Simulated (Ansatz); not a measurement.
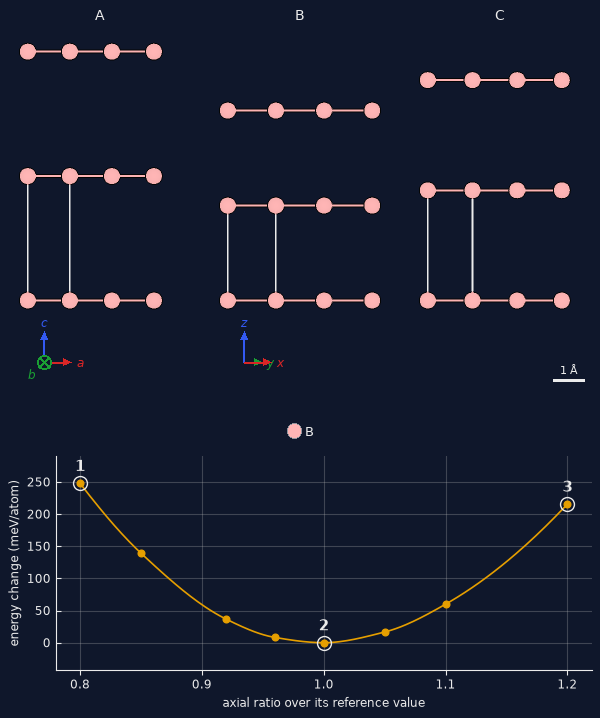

Energy scan for a crystal of B (P6/mmm), in which the ratio of the cell's length along z to its lengths across, counted as 1 for the reference, is changed at fixed volume (a c/a path), with the atoms kept at their fractional coordinates. x, y and z are the Cartesian axes of the input. The frames are shuffled; the numbered points of the plot belong to them. The picture is a ball-and-stick view of the cell of the calculation, repeated 3 × 5 × 2 with one cell outlined, seen along the b axis.

Level of theory: DFT r2SCAN, scalar-relativistic, plane waves, PAW (Ansatz 0.2.0). Settings: plane-wave cutoff 500 eV; k-point mesh 36 × 36 × 14; occupations gaussian; smearing width 0.15 eV; no spin polarisation. Energies (free energies at the smearing named) are counted from the cell as listed in its source, which wasn't relaxed.

### Match the frames to the points.

Point 1 is frame B (the relative ratio 0.80, 247.8 meV/atom); 2 is frame C (the relative ratio 1.00, 0.0 meV/atom); 3 is frame A (the relative ratio 1.20, 215.6 meV/atom). The lowest computed point lies at the relative ratio 1.00 (0.0 meV/atom). At the ends of the scan the energy is 247.8 meV/atom (0.80) and 215.6 meV/atom (1.20). The unrelaxed reference is under a pressure of 1.3 GPa. The distortion keeps the space group P6/mmm. At the relative ratio 0.80 the cell of the drawing goes a 1.702 → 1.834 Å, b 1.702 → 1.834 Å, c 3.635 → 3.133 Å.
